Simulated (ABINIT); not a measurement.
**Single-point calculation of HgSe**

System: HgSe (F-43m, 2 atoms in the cell).
Method: Kohn-Sham DFT of a periodic cell, PBE, PseudoDojo NC SR PBE v0.4.1 standard, no spin polarisation (ABINIT 10.8.3).

The structure derives from an entry of the Crystallography Open Database.

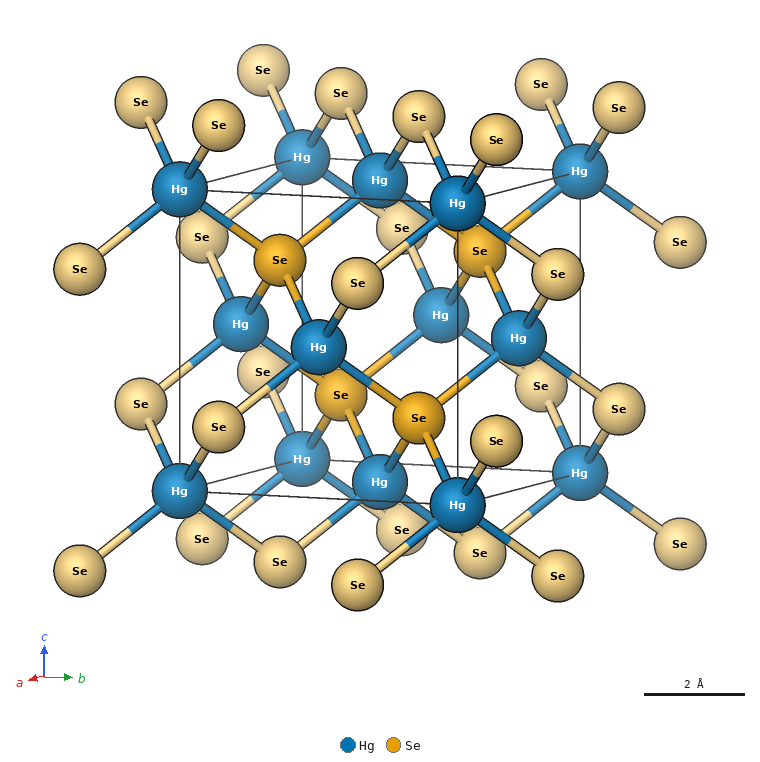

*The input geometry (ball-and-stick view of the cell 4 times as large as that of the calculation, set on its symmetry axes, seen slightly off an axis; neighbours outside the cell are drawn fainter). An atom can appear more than once, as a periodic image.*

Near neighbours in the periodic cell (some may lie outside the picture): Hg has 4 Se at 2.63 Å; Se has 4 Hg at 2.63 Å.

**The input**
```
# Pseudopotentials
pp_dirpath "./"
pseudos "Hg.upf, Se.upf"

# Structure
acell 8.1216555201 8.1216555201 8.1216555201
rprim
     0.0000000000     0.7071067812     0.7071067812
     0.7071067812     0.0000000000     0.7071067812
     0.7071067812     0.7071067812     0.0000000000
ntypat 2
znucl 80 34
natom 2
typat 1 2
xred
     0.0000000000     0.0000000000     0.0000000000
     0.7500000000     0.7500000000     0.7500000000

# Plane-wave basis
ecut 40.0

# k points
kptopt 1
ngkpt 6 6 6
nshiftk 1
shiftk 0.0 0.0 0.0

# Exchange and correlation
ixc 11

# Bands and occupations
nband 22
occopt 3
tsmear 0.05 eV

# SCF cycle
nstep 100
tolvrs 1.0e-10

# Output
iomode 3
prtwf 0
prteig 0
prtebands 0
enunit 2
prtden 1
prtvha 1
prtvclmb 1
prtpot 1
prtelf 1
```

Run on 4 threads of Arm Neoverse V2, 24 GiB of memory available, shared host.

Run as:
```bash
mpirun --bind-to none -np 4 abinit run.abi > log 2>&1
```

**Log**
```
.Version 10.8.3 of ABINIT
 Symmetries : space group F-4 3 m (#216); Bravais cF (face-center cubic)
================================================================================
 Values of the parameters that define the memory need of the present run
     intxc =       0    ionmov =       0      iscf =       7    lmnmax =       7
     lnmax =       7     mgfft =      48  mpssoang =       4    mqgrid =    3001
     natom =       2  nloc_mem =       1    nspden =       1   nspinor =       1
    nsppol =       1      nsym =      24    n1xccc =    2501    ntypat =       2
    occopt =       3   xclevel =       2
       mpw =        4616          nfft =      110592          nkpt =          16
================================================================================
================================================================================

--------------------------------------------------------------------------------
------------- Echo of variables that govern the present computation ------------
--------------------------------------------------------------------------------
 -outvars: echo values of preprocessed input variables --------
            acell      8.1216555201E+00  8.1216555201E+00  8.1216555201E+00 Bohr
              amu      2.00590000E+02  7.89600000E+01
             ecut      4.00000000E+01 Hartree
           enunit           2
              ixc          11
         kptrlatt        6    0    0      0    6    0      0    0    6
          kptrlen      4.87299331E+01
            natom           2
            nband          22
            ngfft          48      48      48
             nkpt          16
            nstep         100
             nsym          24
           ntypat           2
           occopt           3
        prtebands           0
           prteig           0
           prtelf           1
           prtpot           1
         prtvclmb           1
           prtvha           1
            prtwf           0
            rprim      0.0000000000E+00  7.0710678120E-01  7.0710678120E-01
                       7.0710678120E-01  0.0000000000E+00  7.0710678120E-01
                       7.0710678120E-01  7.0710678120E-01  0.0000000000E+00
          spgroup         216
           tolvrs      1.00000000E-10
           tsmear      1.83746611E-03 Hartree
            typat      1  2
           xangst      0.0000000000E+00  0.0000000000E+00  0.0000000000E+00
                       4.5584999970E+00  4.5584999970E+00  4.5584999970E+00
            xcart      0.0000000000E+00  0.0000000000E+00  0.0000000000E+00
                       8.6143165392E+00  8.6143165392E+00  8.6143165392E+00
             xred      0.0000000000E+00  0.0000000000E+00  0.0000000000E+00
                       7.5000000000E-01  7.5000000000E-01  7.5000000000E-01
            znucl       80.00000   34.00000

================================================================================

 chkinp: Checking input parameters for consistency.

================================================================================
== DATASET  1 ==================================================================

--- !DatasetInfo
iteration_state: {dtset: 1, }
dimensions: {natom: 2, nkpt: 16, mband: 22, nsppol: 1, nspinor: 1, nspden: 1, mpw: 4616, }
cutoff_energies: {ecut:  40.0, pawecutdg:  -1.0, }
electrons: {nelect:   3.60000000E+01, charge:   0.00000000E+00, occopt:   3.00000000E+00, tsmear:   1.83746611E-03, }
meta: {optdriver: 0, ionmov: 0, optcell: 0, iscf: 7, paral_kgb: 0, }
...

 Exchange-correlation functional for the present dataset will be:
  GGA: Perdew-Burke-Ernzerhof functional - ixc=11
  J.P.Perdew, K.Burke, M.Ernzerhof, PRL 77, 3865 (1996)

 Real(R)+Recip(G) space primitive vectors, cartesian coordinates (Bohr,Bohr^-1):
 R(1)=  0.0000000  5.7428777  5.7428777  G(1)= -0.0870644  0.0870644  0.0870644
 R(2)=  5.7428777  0.0000000  5.7428777  G(2)=  0.0870644 -0.0870644  0.0870644
 R(3)=  5.7428777  5.7428777  0.0000000  G(3)=  0.0870644  0.0870644 -0.0870644
 Unit cell volume ucvol=  3.7880761E+02 bohr^3
 Angles (23,13,12)=  6.00000000E+01  6.00000000E+01  6.00000000E+01 degrees

 getcut: wavevector=  0.0000  0.0000  0.0000  ngfft=  48  48  48
         ecut(hartree)=     40.000   => boxcut(ratio)=   2.07588

--- Pseudopotential description ------------------------------------------------
- pspini: atom type   1  psp file is ./Hg.upf
12 -101130 3 -1 1262                          pspcod,pspxc,lmax,lloc,mmax
     nproj     2     2     2     1

- pspini: atom type   2  psp file is ./Se.upf
12 -101130 2 -1 1214                          pspcod,pspxc,lmax,lloc,mmax
     nproj     2     2     2     0

   2.16028944E+03                                ecore*ucvol(ha*bohr**3)
--------------------------------------------------------------------------------

================================================================================

--- !BeginCycle
iteration_state: {dtset: 1, }
solver: {iscf: 7, nstep: 100, nline: 4, wfoptalg: 0, }
tolerances: {tolvrs: 1.00E-10, }
...

     iter   Etot(hartree)      deltaE(h)  residm     vres2
 ETOT  1  -287.35894431930    -2.874E+02 1.358E+00 2.248E+02
 ETOT  2  -287.85862857452    -4.997E-01 3.994E-02 8.266E+01
 ETOT  3  -287.86911992885    -1.049E-02 9.016E-03 8.406E-01
 ETOT  4  -287.86916679977    -4.687E-05 6.844E-04 2.031E-01
 ETOT  5  -287.86917720519    -1.041E-05 4.402E-05 2.138E-02
 ETOT  6  -287.86917850134    -1.296E-06 3.508E-05 1.083E-03
 ETOT  7  -287.86917853892    -3.757E-08 7.205E-06 5.027E-05
 ETOT  8  -287.86917854226    -3.339E-09 6.547E-06 1.131E-06
 ETOT  9  -287.86917854230    -4.485E-11 1.278E-06 1.375E-07
 ETOT 10  -287.86917854231    -7.788E-12 1.196E-06 4.756E-09
 ETOT 11  -287.86917854231    -3.581E-12 2.261E-07 7.263E-11

 At SCF step   11       vres2   =  7.26E-11 < tolvrs=  1.00E-10 =>converged.

 Compute ELF
--------------------------------------------------------------------------------

 Compute kinetic energy density

 Compute gradient of the electron density
 Electron Localization Function (ELF) [min:0;max:1]
)     Maximum=    7.6049E-01  at reduced coord.    0.9375    0.9583    0.9583
)     Minimum=    0.0000E+00  at reduced coord.    0.7500    0.7500    0.7500
   Integrated=    1.0136E+02

--------------------------------------------------------------------------------
 End of ELF section

 Cartesian components of stress tensor (hartree/bohr^3)
  sigma(1 1)= -1.55616148E-04  sigma(3 2)=  0.00000000E+00
  sigma(2 2)= -1.55616148E-04  sigma(3 1)=  0.00000000E+00
  sigma(3 3)= -1.55616148E-04  sigma(2 1)=  0.00000000E+00

--- !ResultsGS
iteration_state: {dtset: 1, }
comment   : Summary of ground state results
lattice_vectors:
- [  0.0000000,   5.7428777,   5.7428777, ]
- [  5.7428777,   0.0000000,   5.7428777, ]
- [  5.7428777,   5.7428777,   0.0000000, ]
lattice_lengths: [   8.12166,    8.12166,    8.12166, ]
lattice_angles: [ 60.000,  60.000,  60.000, ] # degrees, (23, 13, 12)
lattice_volume:   3.7880761E+02
convergence: {deltae: -3.581E-12, res2:  7.263E-11, residm:  2.261E-07, diffor: null, }
etotal    :  -2.87869179E+02
entropy   :   0.00000000E+00
fermie    :   1.78990715E-01
cartesian_stress_tensor: # hartree/bohr^3
- [ -1.55616148E-04,   0.00000000E+00,   0.00000000E+00, ]
- [  0.00000000E+00,  -1.55616148E-04,   0.00000000E+00, ]
- [  0.00000000E+00,   0.00000000E+00,  -1.55616148E-04, ]
pressure_GPa:   4.5784E+00
xred      :
- [  0.0000E+00,   0.0000E+00,   0.0000E+00, Hg]
- [  7.5000E-01,   7.5000E-01,   7.5000E-01, Se]
cartesian_forces: # hartree/bohr
- [ -4.68866893E-29,  -4.68866893E-29,   1.40660068E-28, ]
- [  4.68866893E-29,   4.68866893E-29,  -1.40660068E-28, ]
force_length_stats: {min:   1.55505556E-28, max:   1.55505556E-28, mean:   1.55505556E-28, }
...

 Integrated electronic density in atomic spheres:
 ------------------------------------------------
 Atom  Sphere_radius  Integrated_density
    1        2.00000         16.54181093
    2        2.00000         13.23499749
================================================================================

 ----iterations are completed or convergence reached----

 Mean square residual over all n,k,spin=   76.712E-11; max=  22.608E-08
 reduced coordinates (array xred) for    2 atoms
       0.000000000000      0.000000000000      0.000000000000
       0.750000000000      0.750000000000      0.750000000000
 rms dE/dt=  7.6160E-28; max dE/dt=  1.0771E-27; dE/dt below (all hartree)
    1      -0.000000000000     -0.000000000000      0.000000000000
    2       0.000000000000      0.000000000000      0.000000000000

 cartesian coordinates (angstrom) at end:
    1      0.00000000000000     0.00000000000000     0.00000000000000
    2      4.55849999698319     4.55849999698319     4.55849999698319

 cartesian forces (hartree/bohr) at end:
    1     -0.00000000000000    -0.00000000000000     0.00000000000000
    2      0.00000000000000     0.00000000000000    -0.00000000000000
 frms,max,avg= 8.9781175E-29 1.4066007E-28   0.000E+00  0.000E+00  0.000E+00 h/b

 cartesian forces (eV/Angstrom) at end:
    1     -0.00000000000000    -0.00000000000000     0.00000000000000
    2      0.00000000000000     0.00000000000000    -0.00000000000000
 frms,max,avg= 4.6167336E-27 7.2330315E-27   0.000E+00  0.000E+00  0.000E+00 e/A
 length scales=  8.121655520100  8.121655520100  8.121655520100 bohr
              =  4.297795013126  4.297795013126  4.297795013126 angstroms
 Fermi (or HOMO) energy (hartree) =   0.17899   Average Vxc (hartree)=  -0.35471
 Eigenvalues (hartree) for nkpt=  16  k points:
 kpt#   1, nband= 22, wtk=  0.00463, kpt=  0.0000  0.0000  0.0000 (reduced coord)
  -4.03709   -2.13858   -2.13858   -2.13858   -1.57035   -1.57035   -1.57035   -1.57021
  -1.57021   -0.31770   -0.08601   -0.08601   -0.08601   -0.05853   -0.05853    0.14305
   0.17761    0.17761    0.17761    0.37963    0.37963    0.37963
      occupation numbers for kpt#   1
   2.00000    2.00000    2.00000    2.00000    2.00000    2.00000    2.00000    2.00000
   2.00000    2.00000    2.00000    2.00000    2.00000    2.00000    2.00000    2.00000
   1.35802    1.35802    1.35802    0.00000    0.00000    0.00000
 prteigrs : prtvol=0 or 1, do not print more k-points.

 Fermi (or HOMO) energy (eV) =   4.87059   Average Vxc (eV)=  -9.65211
 Eigenvalues (   eV  ) for nkpt=  16  k points:
 kpt#   1, nband= 22, wtk=  0.00463, kpt=  0.0000  0.0000  0.0000 (reduced coord)
-109.85494  -58.19371  -58.19371  -58.19371  -42.73146  -42.73146  -42.73146  -42.72761
 -42.72761   -8.64507   -2.34036   -2.34036   -2.34036   -1.59275   -1.59275    3.89248
   4.83312    4.83312    4.83312   10.33036   10.33036   10.33036
 prteigrs : prtvol=0 or 1, do not print more k-points.

--- !EnergyTerms
iteration_state     : {dtset: 1, }
comment             : Components of total free energy in Hartree
kinetic             :  1.26113248431514E+02
hartree             :  8.83688662437564E+01
xc                  : -5.18342592065640E+01
Ewald energy        : -1.53272833314495E+02
psp_core            :  5.70286702977754E+00
local_psp           : -2.55983169162858E+02
non_local_psp       : -4.69638620026175E+01
internal            : -2.87869141981487E+02
'-kT*entropy'       : -3.65608259039890E-05
total_energy        : -2.87869178542313E+02
total_energy_eV     : -7.83331940562815E+03
band_energy         : -3.73842158723266E+01
...

 Cartesian components of stress tensor (hartree/bohr^3)
  sigma(1 1)= -1.55616148E-04  sigma(3 2)=  0.00000000E+00
  sigma(2 2)= -1.55616148E-04  sigma(3 1)=  0.00000000E+00
  sigma(3 3)= -1.55616148E-04  sigma(2 1)=  0.00000000E+00

-Cartesian components of stress tensor (GPa)         [Pressure=  4.5784E+00 GPa]
- sigma(1 1)= -4.57838514E+00  sigma(3 2)=  0.00000000E+00
- sigma(2 2)= -4.57838514E+00  sigma(3 1)=  0.00000000E+00
- sigma(3 3)= -4.57838514E+00  sigma(2 1)=  0.00000000E+00

== END DATASET(S) ==============================================================
================================================================================

 -outvars: echo values of variables after computation  --------
            acell      8.1216555201E+00  8.1216555201E+00  8.1216555201E+00 Bohr
           etotal     -2.8786917854E+02
            fcart     -4.6886689342E-29 -4.6886689342E-29  1.4066006803E-28
                       4.6886689342E-29  4.6886689342E-29 -1.4066006803E-28
            rprim      0.0000000000E+00  7.0710678120E-01  7.0710678120E-01
                       7.0710678120E-01  0.0000000000E+00  7.0710678120E-01
                       7.0710678120E-01  7.0710678120E-01  0.0000000000E+00
           strten     -1.5561614776E-04 -1.5561614776E-04 -1.5561614776E-04
                       0.0000000000E+00  0.0000000000E+00  0.0000000000E+00
           xangst      0.0000000000E+00  0.0000000000E+00  0.0000000000E+00
                       4.5584999970E+00  4.5584999970E+00  4.5584999970E+00
             xred      0.0000000000E+00  0.0000000000E+00  0.0000000000E+00
                       7.5000000000E-01  7.5000000000E-01  7.5000000000E-01
 Calculation completed.
```

**Key numbers**

| quantity | value |
| --- | --- |
| outcome | converged |
| space group (tolerance 0.01 Å) | F-43m (216) |
| electrons treated | 36 |
| free energy | −7833.3194 eV |
| Fermi energy | 4.871 eV |
| gap on the k-point mesh | none (metallic) |
| pressure | 4.58 GPa |
| largest force (length of the vector) | under 0.001 eV/Å |
| wall time | 16 s (CPU time 63 s) |
| peak memory | 0.36 GiB |

Spin–orbit coupling is left out, which matters for Hg.
